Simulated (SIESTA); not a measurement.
## A series of single points on ZnS

System: ZnS (8 atoms in the cell).
Method: Kohn-Sham DFT of a periodic cell, PBE, PseudoDojo 0.5 standard, converted to PSML, no spin polarisation (SIESTA 5.4.2).

The 7 runs differ only in the geometry, by an even scaling of the cell at fixed fractional positions. The structure derives from an entry of the Crystallography Open Database.

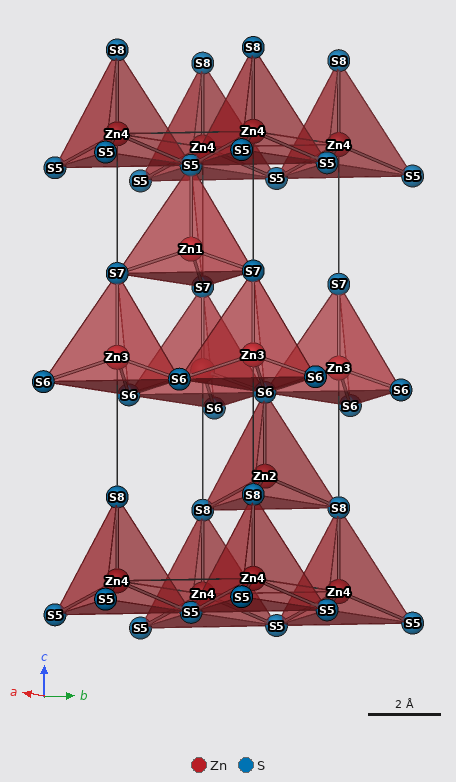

Figure 1. The structure of run 4 (polyhedral view of the cell of the calculation, seen at an oblique angle; polyhedra are completed across the faces of the cell; atoms are numbered from 1 in the order of the input).

## Input of run 4
```
SystemName                      ZnS
SystemLabel                     ZnS
NumberOfSpecies                 2
NumberOfAtoms                   8
%block ChemicalSpeciesLabel
  1  30 Zn
  2  16 S
%endblock ChemicalSpeciesLabel

LatticeConstant                 1.0 Ang
%block LatticeVectors
     3.8227000000     0.0000000000     0.0000000000
    -1.9113500000     3.3105553110     0.0000000000
     0.0000000000     0.0000000000    12.5200000000
%endblock LatticeVectors
AtomicCoordinatesFormat         Fractional
%block AtomicCoordinatesAndAtomicSpecies
     0.6666666667     0.3333333333     0.7500000000  1  Zn
     0.3333333333     0.6666666667     0.2500000000  1  Zn
     0.0000000000     0.0000000000     0.5000000000  1  Zn
     0.0000000000     0.0000000000     0.0000000000  1  Zn
     0.6666666667     0.3333333333     0.9375000000  2  S
     0.3333333333     0.6666666667     0.4375000000  2  S
     0.0000000000     0.0000000000     0.6875000000  2  S
     0.0000000000     0.0000000000     0.1875000000  2  S
%endblock AtomicCoordinatesAndAtomicSpecies

%block kgrid.MonkhorstPack
    6   0   0  0.0
    0   6   0  0.0
    0   0   2  0.0
%endblock kgrid.MonkhorstPack
XC.Functional                   GGA
XC.Authors                      PBE
PAO.BasisSize                   DZP
PAO.EnergyShift                 0.002 Ry
Mesh.Cutoff                     800 Ry
OccupationFunction              FD
ElectronicTemperature           0.05 eV
MaxSCFIterations                120
SCF.MustConverge                false
SCF.Mixer.Method                Pulay
SCF.Mixer.Weight                0.25
SCF.Mixer.History               8
SCF.DM.Tolerance                5.0e-05
SCF.H.Tolerance                 1.0e-03 eV
WriteForces                     true
Charge.Mulliken                 end
```

Command:
```bash
siesta < ZnS.fdf > ZnS.out 2>&1
```

Run 2 differs from it as follows:
```diff
-     3.8227000000     0.0000000000     0.0000000000
-    -1.9113500000     3.3105553110     0.0000000000
-     0.0000000000     0.0000000000    12.5200000000
+     3.7710355586     0.0000000000     0.0000000000
+    -1.8855177793     3.2658125923     0.0000000000
+     0.0000000000     0.0000000000    12.3507900682
```

## Results, with one run withheld

| run | volume per atom (Å³) | free energy per atom, from the lowest run given (meV) | pressure (GPa) | gap on the mesh (eV) |
| --- | --- | --- | --- | --- |
| 1 | 18.617 | 50.59 | 8.85 | 3.15 |
| 2 | 19.013 | ? | ? | ? |
| 3 | 19.409 | 17.75 | 4.61 | 2.89 |
| 4 | 19.805 | 8.06 | 3.21 | 2.77 |
| 5 | 20.202 | 2.23 | 1.51 | 2.65 |
| 6 | 20.598 | 0.00 | 0.25 | 2.54 |
| 7 | 20.994 | 1.05 | −1.04 | 2.43 |

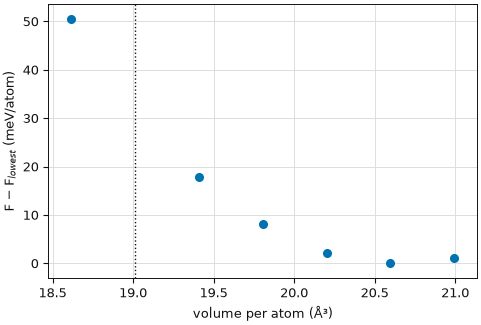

Figure 2. Free energy per atom of the runs given; the dotted line marks run 2.

What should run 2 give?

A cubic polynomial in V^(−2/3) (the Birch–Murnaghan form), fitted to the 6 runs given, misses them by at most 0.02 meV per atom. With x = V^(−2/3) − 0.13612 Å⁻², it reads F = 6.0999 + 3686.2 x + 5.5298e+05 x² − 2.6417e+05 x³ (meV per atom). At run 2 it gives 31.80 meV per atom, and the run itself gives 31.38. The slope of the fit gives a pressure −dF/dV of 6.61 GPa there, and the run prints 6.59 GPa. The fit has its minimum at 20.665 Å³ per atom, where V d²F/dV² gives 67.5 GPa. Cell shape and fractional positions are held, so this is the stiffness under even scaling; the relaxed bulk modulus wasn't computed. The gap on the mesh goes, without turning, from 3.15 eV in run 1 to 2.43 eV in run 7; run 2 has 3.02 eV. These are gaps of this functional on this mesh, which can miss the band edges; they aren't the measured gap.

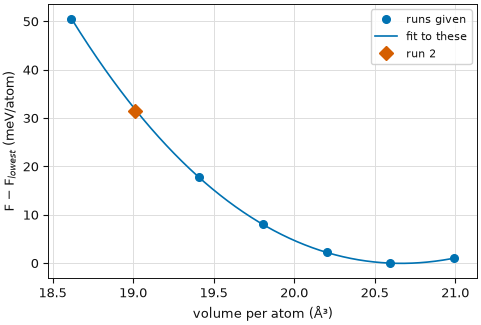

Figure 3. The fit and the withheld run.

## Some lines of the output (run 2)
```
[...]
outcell: Cell volume (Ang**3)        :    152.1061
stepf: Fermi-Dirac step function
siesta: Etot    =    -23909.807284
siesta: FreeEng =    -23909.807284
        iscf     Eharris(eV)        E_KS(eV)     FreeEng(eV)     dDmax    Ef(eV) dHmax(eV)
siesta: E_KS(eV) =           -23951.6283
siesta: E_KS - E_eggbox =    -23951.6283
siesta: Etot    =    -23951.628309
siesta: FreeEng =    -23951.628309
siesta:         Fermi =      -2.237114
siesta: Cell volume =        152.106098 Ang**3
    Orbital volume contribution        =           5.009789 eV
```

Notes: Points of doubt noted for this run: mulliken charges of long orbitals; valence orbitals made in semicore potential. With a small basis of atomic orbitals these values can differ much from converged plane-wave results.
